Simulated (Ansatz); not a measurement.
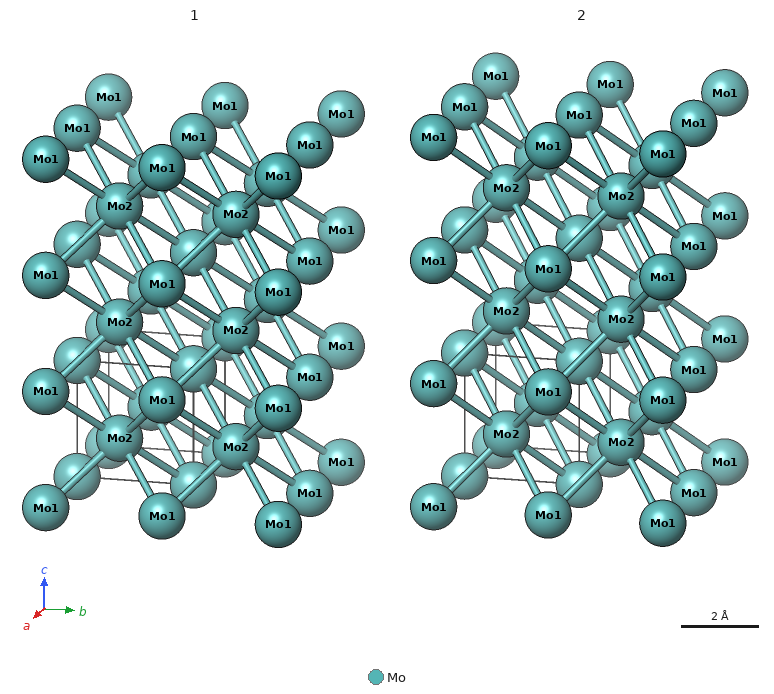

Two geometries of solid Mo (set up in Im-3m): one is the relaxed structure, the other was perturbed away from it. A ball-and-stick model of the cell of the calculation, repeated 2 × 2 × 3 with one cell outlined, seen slightly off an axis.

Computed with DFT PBE, scalar-relativistic, plane waves, PAW in Ansatz 0.2.0. Set-up: plane-wave cutoff 420 eV; k-point mesh 16 × 16 × 16; occupations gaussian; smearing width 0.1 eV; no spin polarisation.

**Which is the distorted one, and what does the distortion cost?**

Structure 2 is the perturbed one. Uniaxial strain along c, +6.0 %, is applied. The a and b axes and the atoms are relaxed. It costs 59.4 meV per atom. Pressure: 0.0 GPa before, −6.2 GPa after. The principal stresses (compression positive) are −18.7 GPa along c and none across it. The volume changes by +2.9 %, with a = b 3.161 → 3.114 Å (−1.5 %), c 3.161 → 3.350 Å (+6.0 %). No atom moves by more than 0.005 Å relative to the cell. Near-neighbour distances before and after: Mo–Mo 2.737 → 2.767 Å. The space group (tolerance 0.01 Å) goes from Im-3m (No. 229) to I4/mmm (No. 139).
